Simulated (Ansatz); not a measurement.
**Two runs on MoS$_{2}$**

System: MoS$_{2}$ (R3m, 3 atoms in the cell).
Method of the first run: DFT PBE+D3(BJ), scalar-relativistic, plane waves, PAW, no spin polarisation (Ansatz 0.2.0).

The structure derives from an entry of the Crystallography Open Database. Text and figures count atoms from 1; the logs count them from 0 in places.

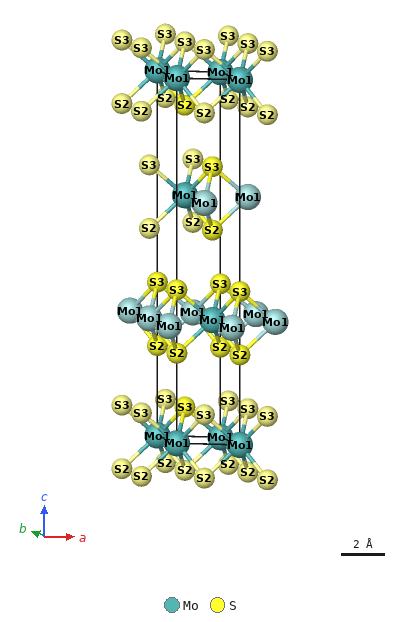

**Figure 1.** The input geometry (ball-and-stick view of the cell 3 times as large as that of the calculation, set on its symmetry axes, seen slightly off an axis; neighbours outside the cell are drawn fainter; atoms are numbered from 1 in the order of the input). An atom can appear more than once, as a periodic image.

**Input file, the first run**
```yaml
crystal:
  lattice:
    - [1.5291801475, 0.8828725698, 5.8166389361]
    - [-1.5291801475, 0.8828725698, 5.8166389361]
    - [0.0, -1.7657451397, 5.8166389361]
  atoms:
    - { symbol: Mo, position: [1.72715e-05, 1.72715e-05, 1.72715e-05] }
    - { symbol: S, position: [0.7535591261, 0.7535591261, 0.7535591261] }
    - { symbol: S, position: [0.5797236024, 0.5797236024, 0.5797236024] }
basis:
  ecutwfc: 420
kpoints:
  mp_grid: { grid: [12, 12, 12] }
hamiltonian:
  xc: pbe
  dispersion: d3bj
scf:
  occupations: { method: gaussian, width: 0.05 }
output:
  forces: true
  stress: true
  eigenvalues: true
```

Launched with:
```bash
ansatz run input.yaml --threads 2 --pin off --max-ram 5120MiB --backend cpu --events-out ev --progress --plain --runs-dir out
```

Hardware: 2 threads of Intel Xeon @ 2.50GHz (Skylake/Cascade Lake), 189 GiB of memory available, shared host.

**Output, shortened to warnings, some set-up lines, iterations and results (the first run)**
```
Basis set: ecut = 420 eV, 931 PW (Γ), FFT grids on a1−a3, a2−a3, a3, exchange–correlation on 48×48×90 points (8 copies of the dense FFT grid, shifted against one another)
Symmetry: 6 space group operations
k-points: 189 of 1728 (time reversal used)
Initial density: superposition of atomic densities (neutral atoms: chi_scale 0, normalization atom), corrected by the library's trained network
[...]
SCF iter   1: F=—  HF=-6763.818221 eV  |F-HF|=—  |Δ(HF+E_count)|=         —  Δρ=6.50e-3  dr2=6.21e-3  ethr=1.77e-3  ⟨swp⟩=5.9  Hψ=18239  notcnv=0
SCF iter   2: F=—  HF=-6763.820975 eV  |F-HF|=—  |Δ(HF+E_count)|=   2.75e-3  Δρ=3.34e-3  dr2=1.35e-3  ethr=2.39e-5  ⟨swp⟩=2.1  Hψ=6110  notcnv=0
SCF iter   3: F=—  HF=-6763.822861 eV  |F-HF|=—  |Δ(HF+E_count)|=   1.89e-3  Δρ=1.18e-3  dr2=3.77e-4  ethr=5.20e-6  ⟨swp⟩=2.0  Hψ=4562  notcnv=0
SCF iter   4: F=—  HF=-6763.823091 eV  |F-HF|=—  |Δ(HF+E_count)|=   2.31e-4  Δρ=9.54e-5  dr2=6.22e-6  ethr=1.45e-6  ⟨swp⟩=2.0  Hψ=4536  notcnv=0
SCF iter   5: F=—  HF=-6763.823095 eV  |F-HF|=—  |Δ(HF+E_count)|=   4.09e-6  Δρ=1.85e-5  dr2=1.04e-7  ethr=2.39e-8  ⟨swp⟩=2.3  Hψ=5081  notcnv=0
SCF iter   6: F=-6763.823096 eV  HF=-6763.823096 eV  |F-HF|=1.26e-8  |Δ(HF+E_count)|=   9.93e-8  Δρ=5.14e-6  dr2=1.89e-8  ethr=3.85e-10  ⟨swp⟩=6.2  Hψ=15382  notcnv=0
SCF 1 converged in 6 iterations: F = -6763.823096 eV  dr2 = 1.89e-8
SCF converged after 6 iterations
Free energy (F): -6763.823096 eV
Harris-Foulkes:  -6763.823096 eV  (|F-HF|=1.26e-8)
Internal energy: -6763.823096 eV  (E = F + TS)
E sigma→0 (E₀):  -6763.823096 eV
Fermi energy:    13.721424 eV
--- Per-component energies (eV) ---
  E_band       = -104.833950
  E_kinetic    = 666.189366
  E_local      = -1788.640084  (includes V_loc(G=0)·N_el)
  E_nonlocal   = 200.038713
  E_hartree    = 690.851802
  E_xc         = -382.147624
  E_vxc        = -409.926073  (∫ρ·V_xc dr)
  E_paw        = -4402.233991  (= ΣΔE_a)
  E_vpaw       = -154.201258  (= ΣTr[D̂ρ^β])
  E_aug_tail   = 0.000040  (compensation charges beyond the density's cutoff)
  E_ewald      = -1746.429577
  E_disp       = -1.451740  (pairwise vdW)
  E_smearing   = -0.000000  (= −TS)
  E_closure    = -0.000000  (closes the sum)
  Σ components = -6763.823096   (vs F -6763.823096, Δ=0.00e0)
--- Forces (eV/Å), atoms counted from 1 ---
  atom   1  Mo     0.00000000    -0.00000000     0.00167473
  atom   2  S     -0.00000000    -0.00000000     1.66398049
  atom   3  S      0.00000000     0.00000000    -1.66567038
  max |Σ_I F_I| component: 1.52e-5 eV/Å
--- Stress (GPa, compression-positive) ---
       16.902853       0.000000      -0.000000
        0.000000      16.902853      -0.000000
       -0.000000      -0.000000      18.751960
  P = ⅓ Tr σ = 17.5192 GPa (175.192 kbar)
```

For the second run the input was changed thus:
```diff
-    - [1.5291801475, 0.8828725698, 5.8166389361]
-    - [-1.5291801475, 0.8828725698, 5.8166389361]
-    - [0.0, -1.7657451397, 5.8166389361]
+    - [1.6237686103, 0.9374832442, 5.8166389361]
+    - [-1.6237686103, 0.9374832442, 5.8166389361]
+    - [0.0, -1.8749664885, 5.8166389361]
+  write_density: true
+  write_potential: true
+  elf: true
+  volumetric_format: npy
```

How does the second run compare with the first run?

With the same functional and potentials, the second run lies 48.2 meV per atom lower. The gap on the mesh goes from 0.68 to 0.25 eV. The pressure goes from 17.52 to −3.48 GPa. The largest force goes from 1.666 to 0.275 eV/Å. The volume per atom goes from 15.71 to 17.71 Å³. The number of SCF iterations is the same. The plane waves at Γ go from 931 to 1063. On the same kind of shared host the second run took about 1.4 times as long.

**Output, shortened to warnings, some set-up lines, iterations and results (the second run)**
```
Basis set: ecut = 420 eV, 1063 PW (Γ), FFT grids on a1−a2, a2, −a2+a3, exchange–correlation on 48×90×48 points (8 copies of the dense FFT grid, shifted against one another)
Symmetry: 6 space group operations
k-points: 189 of 1728 (time reversal used)
Initial density: superposition of atomic densities (neutral atoms: chi_scale 0, normalization atom), corrected by the library's trained network
[...]
SCF iter   1: F=—  HF=-6763.962179 eV  |F-HF|=—  |Δ(HF+E_count)|=         —  Δρ=5.40e-3  dr2=6.76e-3  ethr=1.77e-3  ⟨swp⟩=5.8  Hψ=17357  notcnv=0
SCF iter   2: F=—  HF=-6763.965899 eV  |F-HF|=—  |Δ(HF+E_count)|=   3.72e-3  Δρ=2.77e-3  dr2=1.06e-3  ethr=2.60e-5  ⟨swp⟩=2.6  Hψ=6715  notcnv=0
SCF iter   3: F=—  HF=-6763.967447 eV  |F-HF|=—  |Δ(HF+E_count)|=   1.55e-3  Δρ=1.12e-3  dr2=2.64e-4  ethr=4.07e-6  ⟨swp⟩=2.0  Hψ=4572  notcnv=0
SCF iter   4: F=—  HF=-6763.967759 eV  |F-HF|=—  |Δ(HF+E_count)|=   3.12e-4  Δρ=8.91e-5  dr2=1.53e-6  ethr=1.02e-6  ⟨swp⟩=2.0  Hψ=4545  notcnv=0
SCF iter   5: F=—  HF=-6763.967755 eV  |F-HF|=—  |Δ(HF+E_count)|=   4.22e-6  Δρ=1.42e-5  dr2=5.65e-8  ethr=5.87e-9  ⟨swp⟩=2.0  Hψ=5495  notcnv=0
SCF iter   6: F=-6763.967755 eV  HF=-6763.967755 eV  |F-HF|=2.15e-9  |Δ(HF+E_count)|=   9.59e-8  Δρ=3.58e-6  dr2=8.57e-9  ethr=2.17e-10  ⟨swp⟩=6.2  Hψ=20377  notcnv=0
SCF 1 converged in 6 iterations: F = -6763.967755 eV  dr2 = 8.57e-9
SCF converged after 6 iterations
Free energy (F): -6763.967755 eV
Harris-Foulkes:  -6763.967755 eV  (|F-HF|=2.15e-9)
Internal energy: -6763.967755 eV  (E = F + TS)
E sigma→0 (E₀):  -6763.967755 eV
Entropy (-TS):   -0.000000 eV (-0.000 meV/atom)
Fermi energy:    11.598072 eV
--- Per-component energies (eV) ---
  E_band       = -151.990392
  E_kinetic    = 655.156171
  E_local      = -1805.356291  (includes V_loc(G=0)·N_el)
  E_nonlocal   = 199.259835
  E_hartree    = 678.436262
  E_xc         = -378.194780
  E_vxc        = -404.607229  (∫ρ·V_xc dr)
  E_paw        = -4401.509570  (= ΣΔE_a)
  E_vpaw       = -153.317238  (= ΣTr[D̂ρ^β])
  E_aug_tail   = 0.000046  (compensation charges beyond the density's cutoff)
  E_ewald      = -1710.476041
  E_disp       = -1.283387  (pairwise vdW)
  E_smearing   = -0.000000  (= −TS)
  E_closure    = 0.000000  (closes the sum)
  Σ components = -6763.967755   (vs F -6763.967755, Δ=0.00e0)
--- Forces (eV/Å), atoms counted from 1 ---
  atom   1  Mo     0.00000000    -0.00000000     0.00099990
  atom   2  S     -0.00000000    -0.00000000     0.27377416
  atom   3  S      0.00000000     0.00000000    -0.27476791
  max |Σ_I F_I| component: 6.15e-6 eV/Å
--- Stress (GPa, compression-positive) ---
       -6.764369       0.000000       0.000000
        0.000000      -6.764369      -0.000000
        0.000000      -0.000000       3.080651
  P = ⅓ Tr σ = -3.4827 GPa (-34.827 kbar)
```

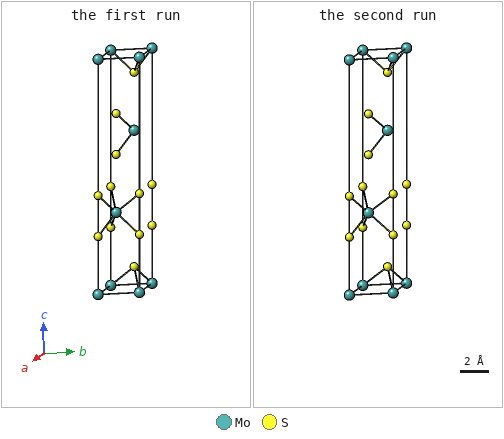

**Figure 2.** The two input geometries at one scale (ball-and-stick view of the cell 3 times as large as that of the calculation, set on its symmetry axes, seen slightly off an axis). No atom moves by more than 0.005 Å relative to the cell. Cell: a = b 3.058 → 3.248 Å (+6.2 %), c stays at 17.450 Å. Volume +12.8 %. Among the contacts that change: Mo–S 2.328 → 2.412 Å.

**The two runs side by side**

```csv
quantity,the first run,the second run
outcome,converged,converged
free energy per atom (eV),−2254.6077,−2254.6559
gap on the mesh (eV),0.68,0.25
pressure (GPa),17.52,−3.48
volume per atom (Å³),15.71,17.71
largest force (eV/Å),1.666,0.275
SCF iterations,6,6
irreducible k-points,189,189
plane waves at Γ,931,1063
wall time (shared host),15 s,22 s
```

For the first run: The cell is under a pressure of 17.5 GPa at this level, so it is not at its equilibrium volume.
